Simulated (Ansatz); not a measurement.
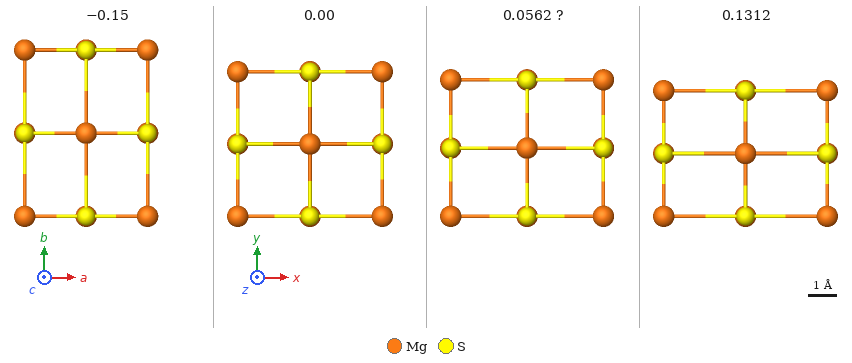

Crystalline MgS (Fm-3m): the cell is strained along x and oppositely along y, with the atoms kept at their fractional coordinates. x, y and z are the Cartesian axes of the input. Style: ball-and-stick. Shown: the conventional cell (4 times the calculation's cell), along the c axis. Lengths and directions refer to the drawn axes.

All numbers below come from DFT LDA, scalar-relativistic, plane waves, PAW (Ansatz). Settings: plane-wave cutoff 420 eV; k-point mesh 8 × 8 × 8; occupations gaussian; smearing width 0.05 eV; no spin polarisation. Energies (free energies at the smearing named) are counted from the cell as listed in its source, which wasn't relaxed.

```tsv
strain	energy change (meV/atom)
−0.1500	313
−0.0750	62
0.0000	0
0.0187	4
0.0375	14
0.0562	?
0.0937	101
0.1125	154
0.1312	223
```

**Estimate the missing energy from the other rows, and compare with the calculation.**

A straight line between the two neighbours gives 43 meV/atom. A cubic through the four nearest rows (0.0187, 0.0375, 0.0937, 0.1125) gives, with Lagrange weights, (−0.2985)(4) + (0.9991)(14) + (0.4982)(101) + (−0.1988)(154) = 32 meV/atom. The calculation gives 33 meV/atom, so the cubic is 1 meV/atom too low and the straight line 10 meV/atom too high, as the curve bends upwards here.

The whole profile:

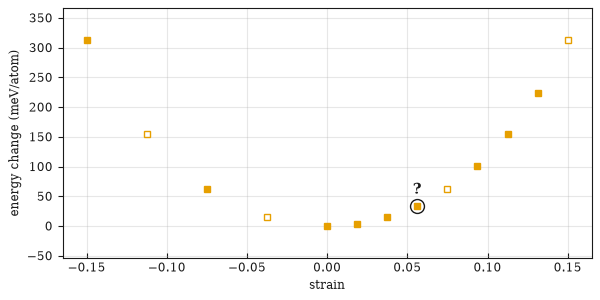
